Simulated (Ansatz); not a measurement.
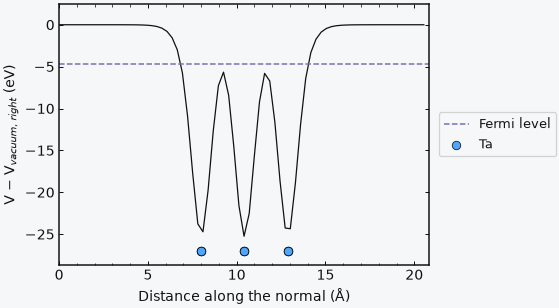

Plane-averaged electrostatic potential energy of an electron across the slab; circles at the bottom mark the heights of the atoms (positions after relaxation).

The Ansatz input:

```
crystal:
  lattice:
    - [5.9136804088, 0.0, 0.0]
    - [-2.9568402044, 5.1213974639, 0.0]
    - [0.0, 0.0, 20.8284998345]
  atoms:
    - { symbol: Ta, position: [0.3333333333, 0.1666666667, 0.3840891117] }
    - { symbol: Ta, position: [0.3333333333, 0.6666666667, 0.3840891117] }
    - { symbol: Ta, position: [0.8333333333, 0.1666666667, 0.3840891117] }
    - { symbol: Ta, position: [0.8333333333, 0.6666666667, 0.3840891117] }
    - { symbol: Ta, position: [0.6666666667, 0.3333333333, 0.5] }
    - { symbol: Ta, position: [0.6666666667, 0.8333333333, 0.5] }
    - { symbol: Ta, position: [0.1666666667, 0.3333333333, 0.5] }
    - { symbol: Ta, position: [0.1666666667, 0.8333333333, 0.5] }
    - { symbol: Ta, position: [0.0, 0.5, 0.6159108883] }
    - { symbol: Ta, position: [0.0, 0.0, 0.6159108883] }
    - { symbol: Ta, position: [0.5, 0.5, 0.6159108883] }
    - { symbol: Ta, position: [0.5, 0.0, 0.6159108883] }
basis:
  ecutwfc: 420
kpoints:
  mp_grid: { grid: [4, 4, 1] }
hamiltonian:
  xc: pbe
  dispersion: d3bj
scf:
  occupations: { method: gaussian, width: 0.1 }
output:
  forces: true
  eigenvalues: true
relax:
  adjacent_minimum: "off"
  f_tol: 0.03
  max_steps: 70
  constraints: [{ sites: [0, 1, 2, 3] }]
efield:
  axis: 3
  dipole_correction: true
  ramp_width: 0.04
```

Command:
```bash
ansatz run input.yaml --threads 4 --pin off --max-ram 10240MiB --backend cpu --events-out ev --progress --plain --runs-dir out
```

Read off the work function of each face.

Answer. The work function is 4.69 eV, the same on both faces. The two vacuum levels agree, so the slab has no net dipole along its normal.

How thick are slab and vacuum?

Answer. The outermost atoms are 4.9 Å apart, which leaves 16.0 Å of vacuum in a cell 20.8 Å high.

Spin-orbit coupling is left out, which matters for Ta.
